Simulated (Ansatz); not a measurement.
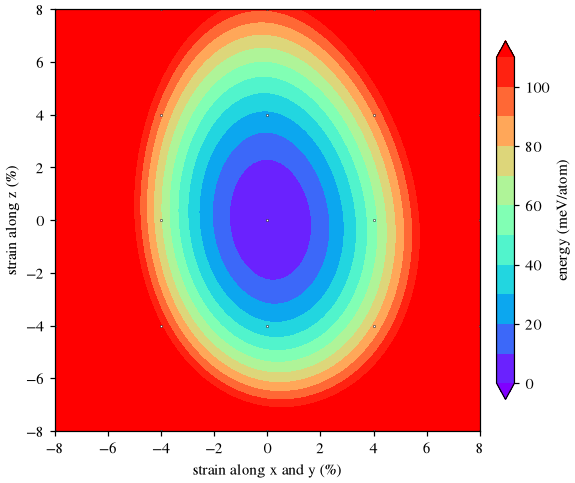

BN (P6_3mc, No. 186; 4 atoms in the cell). 
- The cell is strained homogeneously, by one strain along x and y and another along z, with fractional coordinates fixed (x along [1 0 0], z along [0 0 1] of the conventional cell).
- First axis: strain along x and y. Second axis: strain along z.
- Grid: 5 × 5 points.
- Energies: meV/atom, counted from the lowest grid point.
- The reference cell is the one listed in the database, not relaxed at this level.
- All numbers below come from DFT PBE, scalar-relativistic, plane waves, PAW in Ansatz. Settings: cutoff 420 eV, k-mesh 12×12×6 in the order of the run's cell vectors, gaussian smearing 0.05 eV, no spin polarisation.

The picture shows filled contours, dots at the grid points, one colour for all values above the top of the scale. Between grid points the surface is interpolated.

Estimate the clamped-ion elastic constants that this map fixes.

With the cell volume of 23.9 Å³, the curvatures of the interpolated surface at its minimum give C₁₁ + C₂₂ + 2C₁₂ ≈ 2100 GPa, C₃₃ ≈ 1000 GPa and C₁₃ + C₂₃ ≈ 116 GPa (clamped ions, Cartesian axes of the cell). A stretch of 1 % along z with free sides (kept equal in x and y) would change the in-plane lengths by about −0.06 %.
